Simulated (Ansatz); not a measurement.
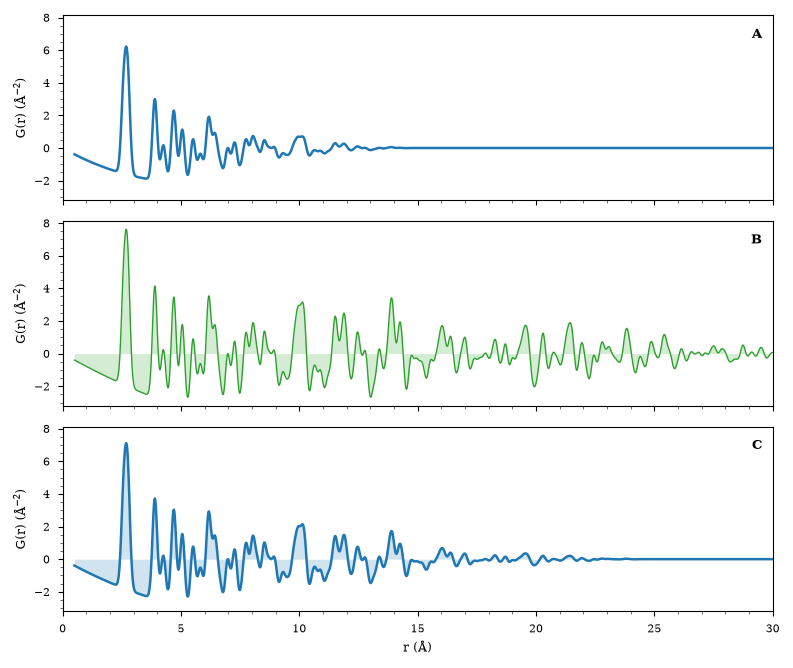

Simulated X-ray pair distribution function, G(r) = R(r)/r − 4πρ₀r, summed over the atomic distances of the structure with each pair weighted by the product of the atomic numbers (X-ray weights at Q = 0); every distance is a Gaussian of σ = 0.10 Å, for spherical particles of Os with the bulk structure: the bulk G(r) is multiplied by the envelope of a sphere of diameter D, 1 − 3r/2D + r³/2D³, with no surface relaxation. The number density is 0.0649 atoms per Å³. It is based on the geometry relaxed with DFT PBE, scalar-relativistic, plane waves, PAW (Ansatz 0.2.0); the starting structure was generated, so it need not be a known form of this composition.

The diameters are 15, 25 and 40 Å. Which curve belongs to which?

Answer. curve A: 15 Å; curve B: 40 Å; curve C: 25 Å. The smaller the particle, the sooner the oscillations die out.
